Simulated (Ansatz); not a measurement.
BiSe3: single-point calculation

System: BiSe3 (Pm-3m, 4 atoms in the cell).
Method: DFT r2SCAN, scalar-relativistic, plane waves, PAW, no spin polarisation (Ansatz 0.2.0).

The structure was made by swapping elements on the sites of another compound; it need not be a known phase. It belongs to a series of runs on one base structure; here: Cu3Au (L1_2) type (Pm-3m, No. 221).

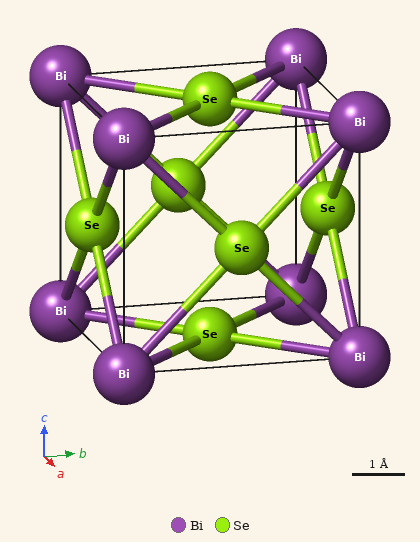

*The input geometry (ball-and-stick view of the cell of the calculation, seen slightly off an axis).*

### Input file
```yaml
crystal:
  lattice:
    - [4.7425064307, 0.0, 0.0]
    - [0.0, 4.7425064307, 0.0]
    - [0.0, 0.0, 4.7425064307]
  atoms:
    - { symbol: Bi, position: [0.0, 0.0, 0.0] }
    - { symbol: Se, position: [0.0, 0.5, 0.5] }
    - { symbol: Se, position: [0.5, 0.0, 0.5] }
    - { symbol: Se, position: [0.5, 0.5, 0.0] }
basis:
  ecutwfc: 500
kpoints:
  mp_grid: { grid: [4, 4, 4] }
hamiltonian:
  xc: r2scan
scf:
  occupations: { method: gaussian, width: 0.1 }
  lower_state_search: "off"
output:
  forces: true
  stress: true
  eigenvalues: true
```

Run on 1 thread of Intel Xeon (Granite Rapids), 192 GiB of memory available, shared host.

Launched with:
```bash
ansatz run input.yaml --threads 1 --pin off --max-ram 2560MiB --backend cpu --events-out ev --progress --plain --runs-dir out
```

### What the program printed
```
Engine: ansatz 0.2.0, x86_64-unknown-linux-gnu
Pseudopotentials: kind: paw
Pseudopotential: Bi, paw, valence charge 15, recommended cutoff 500 eV (meta_gga), Bi.paw.azcp
Pseudopotential: Se, paw, valence charge 16, recommended cutoff 500 eV (meta_gga), Se.paw.azcp
Functional definition: r2SCAN
  parameter k0 = 0.174
  parameter k1 = 0.065
  parameter a1 = 4.9479
  exchange = r2scan_x(k0 = k0, k1 = k1, a1 = a1)
  correlation = r2scan_c
Crystal: 4 atoms, lattice volume = 106.665 Å³
Basis set: ecut = 500 eV, 2721 PW (Γ), exchange–correlation on 144×144×144 points (64 copies of the dense FFT grid, shifted against one another)
Bands: 38, of which v1, the nominal top of the filled ones, is band 32 counted from 1 (31 counted from 0)
Symmetry: 48 space group operations
Space group: Pm-3m (ITA 221), of the structure as read, at distance tolerance 4.7e-5 Å
k-points: 10 of 64
Non-local potential: Bi, projectors of the file, l = 0: 2, l = 1: 2, l = 2: 2, l = 3: 2
Non-local potential: Se, projectors of the file, l = 0: 2, l = 1: 2, l = 2: 3, l = 3: 1
PAW form: soft (Blöchl's): semilocal exchange-correlation on the pseudo side does not see the compensation charge
PAW frozen core: Bi, regenerated for the run's functional (the file was generated under x = pbe(κ = 0.804, μ = 0.2195149727645171), c = pbe(β = 0.06672455060314922))
PAW frozen core: Se, regenerated for the run's functional (the file was generated under x = pbe(κ = 0.804, μ = 0.2195149727645171), c = pbe(β = 0.06672455060314922))
PAW one-centre angular grid: Bi, 590 points (default); XC on 160 Gauss nodes
PAW one-centre angular grid: Se, 590 points (default); XC on 160 Gauss nodes
Initial density: superposition of atomic densities (neutral atoms: chi_scale 0, normalization atom), corrected by the library's trained network
Initial wavefunctions: pseudopotential atomic-orbital guess
Functional: x = r2scan, c = r2scan; τ floored in thin density (d = 2e-4 eV/Å³)
SCF iter   1: F=-28843.050163 eV  HF=-28843.147740 eV  |F-HF|=9.76e-2  |Δ(HF+E_count)|=         —  Δρ=9.16e-3  dr2=1.57e-1  dr2_τ=6.91e-3  ethr=1.77e-3  ⟨swp⟩=7.4  Hψ=1660  notcnv=0
preconditioner: auto → Kerker (q_TF=auto, 2.499 Å⁻¹)  [metal: Δε(μ)=0.064 eV  Ē_g=9.421 eV  σ=0.100 eV  W_gap=0.34  n_scr=26 (ndim 8)  ℏωp=17.2 eV  f_vac=0.000  D(μ)=5.66/eV (n_scr^D=56)]
SCF iter   2: F=-28843.129661 eV  HF=-28843.132950 eV  |F-HF|=3.29e-3  |Δ(HF+E_count)|=   1.48e-2  Δρ=3.50e-3  dr2=1.39e-2  dr2_τ=1.37e-3  ethr=2.49e-4  ⟨swp⟩=2.0  Hψ=544  notcnv=0  defer=12
SCF iter   3: F=-28843.131210 eV  HF=-28843.132844 eV  |F-HF|=1.63e-3  |Δ(HF+E_count)|=   1.06e-4  Δρ=1.64e-3  dr2=4.20e-3  dr2_τ=4.85e-5  ethr=2.20e-5  ⟨swp⟩=1.6  Hψ=504  notcnv=0  defer=12
SCF iter   4: F=-28843.132546 eV  HF=-28843.132524 eV  |F-HF|=2.13e-5  |Δ(HF+E_count)|=   3.20e-4  Δρ=4.20e-4  dr2=1.91e-4  dr2_τ=3.87e-6  ethr=6.67e-6  ⟨swp⟩=2.0  Hψ=492  notcnv=0  defer=12
SCF iter   5: F=-28843.132600 eV  HF=-28843.132602 eV  |F-HF|=1.55e-6  |Δ(HF+E_count)|=   7.75e-5  Δρ=1.05e-4  dr2=1.87e-5  dr2_τ=1.98e-7  ethr=3.03e-7  ⟨swp⟩=2.0  Hψ=523  notcnv=0  defer=12
SCF iter   6: F=-28843.132589 eV  HF=-28843.132589 eV  |F-HF|=1.76e-8  |Δ(HF+E_count)|=   1.34e-5  Δρ=3.27e-5  dr2=1.61e-6  dr2_τ=2.37e-8  ethr=2.96e-8  ⟨swp⟩=2.0  Hψ=683  notcnv=0  defer=12
SCF iter   7: F=-28843.132588 eV  HF=-28843.132589 eV  |F-HF|=5.92e-7  |Δ(HF+E_count)|=   4.47e-7  Δρ=1.82e-5  dr2=9.82e-7  dr2_τ=9.40e-9  ethr=2.55e-9  ⟨swp⟩=2.0  Hψ=683  notcnv=0  defer=12
SCF iter   8: F=-28843.132589 eV  HF=-28843.132589 eV  |F-HF|=1.43e-8  |Δ(HF+E_count)|=   1.94e-8  Δρ=3.57e-6  dr2=3.35e-8  dr2_τ=2.86e-10  ethr=1.59e-10  ⟨swp⟩=7.9  Hψ=1587  notcnv=0
SCF 1 converged in 8 iterations: F = -28843.132589 eV  dr2 = 3.35e-8
  greatest PAW one-centre occupation: 1.000 electrons in one spin orbital (limit 2), on the Se atom at site 1 (counted from 0), in its partial waves of l = 2
```

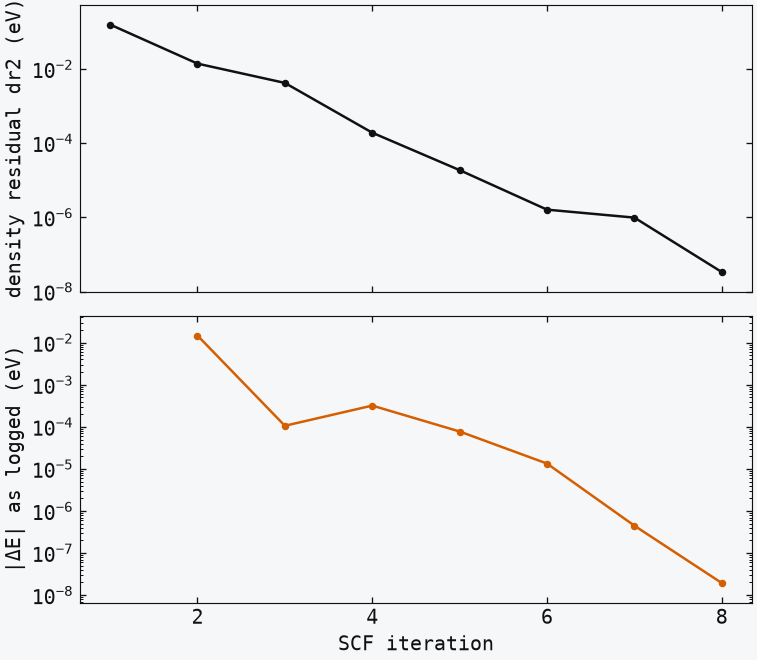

*Convergence of the self-consistent field: density residual dr2 and size of the energy change against the SCF iteration.*

The residual falls at every step.

```
SCF converged after 8 iterations
Free energy (F): -28843.132589 eV
Harris-Foulkes:  -28843.132589 eV  (|F-HF|=1.43e-8)
Internal energy: -28843.101703 eV  (E = F + TS)
E sigma→0 (E₀):  -28843.117146 eV
Entropy (-TS):   -0.030886 eV (-7.721 meV/atom)
Fermi energy:    8.641689 eV
--- Per-component energies (eV) ---
  E_band       = -1288.256886
  E_kinetic    = 644.940912
  E_local      = -8324.240674  (includes V_loc(G=0)·N_el)
  E_nonlocal   = -1219.995118
  E_hartree    = 3864.897147
  E_xc         = -429.712870
  E_vxc        = -465.278968  (∫ρ·V_xc dr)
  E_paw        = -16465.452562  (= ΣΔE_a)
  E_vpaw       = 320.395018  (= ΣTr[D̂ρ^β])
  E_aug_tail   = -0.000898  (compensation charges beyond the density's cutoff)
  E_vtau       = 26.124916  (kinetic-family band-sum trace: ∫τ·v_τ [+ j·A + Jᵃ·Aᵃ] dr)
  E_ewald      = -6909.118877
  E_core_change = -4.418764  (= ΣΔE_core)
  E_smearing   = -0.030886  (= −TS)
  E_closure    = 0.000000  (closes the sum)
  Σ components = -28843.132589   (vs F -28843.132589, Δ=0.00e0)
--- Forces (eV/Å), atoms counted from 1 ---
  atom   1  Bi    -0.00000000    -0.00000000     0.00000000
  atom   2  Se     0.00000000    -0.00000000    -0.00000000
  atom   3  Se     0.00000000    -0.00000000    -0.00000000
  atom   4  Se     0.00000000     0.00000000     0.00000000
  max |Σ_I F_I| component: 1.37e-29 eV/Å
--- Stress (GPa, compression-positive) ---
       -6.400866      -0.000000       0.000000
       -0.000000      -6.400866       0.000000
        0.000000       0.000000      -6.400866
  P = ⅓ Tr σ = -6.4009 GPa (-64.009 kbar)
--- Band table (eV; the first three rows and the last of 10) ---
  k-point 0: bands = ["-39.9494", "-39.9470", "-39.9470", "-39.9240", "-39.9240", "-39.9240", "-39.9188", "-39.9188", "-39.9188", "-39.8456", "-39.8456", "-39.8456", "-39.8450", "-39.8450", "-39.8424", "-15.6659", "-15.6659", "-15.6569", "-15.6569", "-15.6569", "-6.0684", "-3.2706", "-3.2706", "-1.4191", "4.0954", "4.0954", "4.0954", "7.6519", "7.6519", "7.6519", "8.6792", "8.6792", "8.6792", "12.1756", "12.1756", "12.1756", "14.0704", "14.0704"]
  k-point 1: bands = ["-39.9491", "-39.9473", "-39.9470", "-39.9240", "-39.9232", "-39.9232", "-39.9196", "-39.9196", "-39.9188", "-39.8456", "-39.8456", "-39.8456", "-39.8450", "-39.8447", "-39.8427", "-15.6655", "-15.6634", "-15.6579", "-15.6579", "-15.6568", "-5.7483", "-3.7457", "-3.2500", "-1.6671", "4.4896", "4.4896", "5.2393", "7.0707", "7.0707", "7.2230", "8.0634", "8.6004", "8.6004", "10.5461", "11.4041", "11.4041", "15.0825", "15.4680"]
  k-point 2: bands = ["-39.9486", "-39.9478", "-39.9470", "-39.9240", "-39.9214", "-39.9214", "-39.9214", "-39.9214", "-39.9188", "-39.8456", "-39.8456", "-39.8456", "-39.8450", "-39.8442", "-39.8433", "-15.6651", "-15.6610", "-15.6589", "-15.6589", "-15.6568", "-4.9898", "-4.7038", "-3.2291", "-1.7866", "5.5023", "5.5023", "5.7114", "5.7114", "6.8676", "7.1406", "7.4466", "8.5632", "8.9421", "8.9421", "10.6116", "10.6116", "16.7772", "17.1699"]
  k-point 9: bands = ["-39.9478", "-39.9478", "-39.9478", "-39.9218", "-39.9218", "-39.9218", "-39.9210", "-39.9210", "-39.9210", "-39.8465", "-39.8451", "-39.8451", "-39.8441", "-39.8441", "-39.8441", "-15.6617", "-15.6617", "-15.6617", "-15.6578", "-15.6578", "-4.0100", "-4.0100", "-4.0100", "-2.2682", "3.3411", "3.3411", "3.3411", "3.6079", "9.4791", "9.4791", "9.4791", "9.6980", "9.6980", "12.2867", "12.2867", "12.2867", "16.8542", "16.8542"]
```

### Key numbers

| quantity | value |
| --- | --- |
| outcome | converged |
| space group (tolerance 0.01 Å) | Pm-3m (221) |
| electrons treated | 63 |
| free energy | −28843.1326 eV |
| Fermi energy | 8.642 eV |
| gap on the k-point mesh | none (metallic) |
| pressure | −6.40 GPa |
| largest force (length of the vector) | under 0.001 eV/Å |
| wall time | 3.7 s |
| peak memory | 0.6 GiB |

Spin–orbit coupling is left out, which matters for Bi. The cell is under a tension of 6.4 GPa at this level, so it is not at its equilibrium volume.
